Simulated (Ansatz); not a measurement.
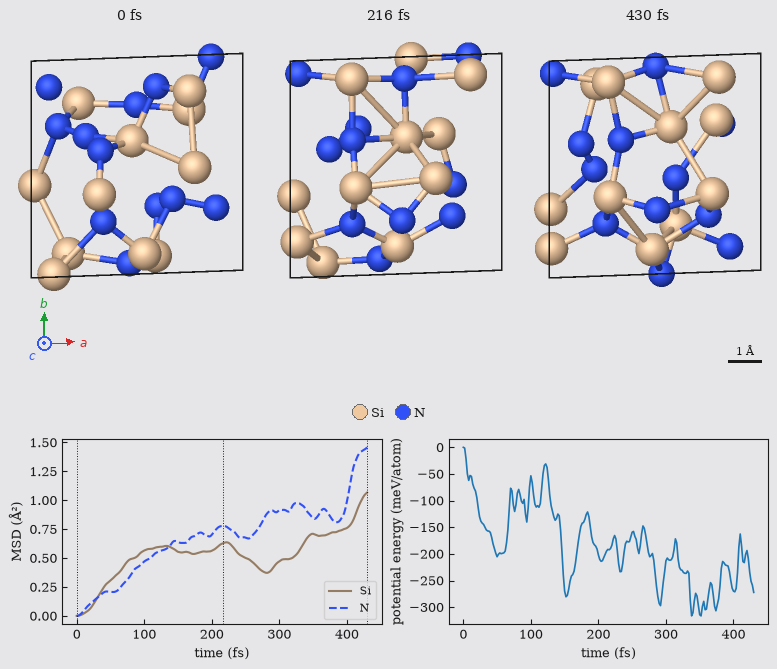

A Born-Oppenheimer molecular dynamics run of an amorphous cell of composition Si$_{11}$N$_{12}$ (23 atoms in the cell), 430 fs long. It starts from the last geometry of an earlier run, with fresh velocities. Frames and the history of the run. The picture is a ball-and-stick view of the simulation cell, seen along the c axis. Atoms that leave the cell re-enter on the other side. Bonds to atoms that aren't drawn are left out.

Level of theory: Ansatz 0.2.0, DFT PBE, scalar-relativistic, plane waves, PAW. Set-up: plane-wave cutoff 420 eV; k-point mesh 1 × 1 × 1; Fermi-Dirac smearing 0.248 eV; set temperature 2880 K; time step 2 fs.

Describe the run.

Root-mean-square distances from the starting positions over the second half, with the common drift of all atoms taken out: N 0.95 Å, Si 0.79 Å. That is a large part of the typical shortest distance between atoms in the first frame, about 1.6 Å and still growing: the atoms leave their places as in a liquid. Bond changes: 11 N–Si bonds break between 44 fs and 418 fs; 10 N–Si bonds form between 50 fs and 386 fs; 8 Si–Si bonds form between 64 fs and 392 fs; 9 Si–Si bonds break between 78 fs and 400 fs; 2 N–Si contacts open and close in turn. Over the second half the temperature averages 3018 K (spread ±463 K). The potential energy is still drifting at the end, so the run hasn't reached equilibrium. The potential energy in the second half lies on average 228 meV per atom below the first frame. The mean pressure there is 5.4 GPa.

Limits of the set-up: the periodic images lie only 6.4 Å apart, so the values are limited by the cell's size.

The run took 4 min on 2 threads of Arm Neoverse V2, on a shared host, peak memory 0.41 GiB.
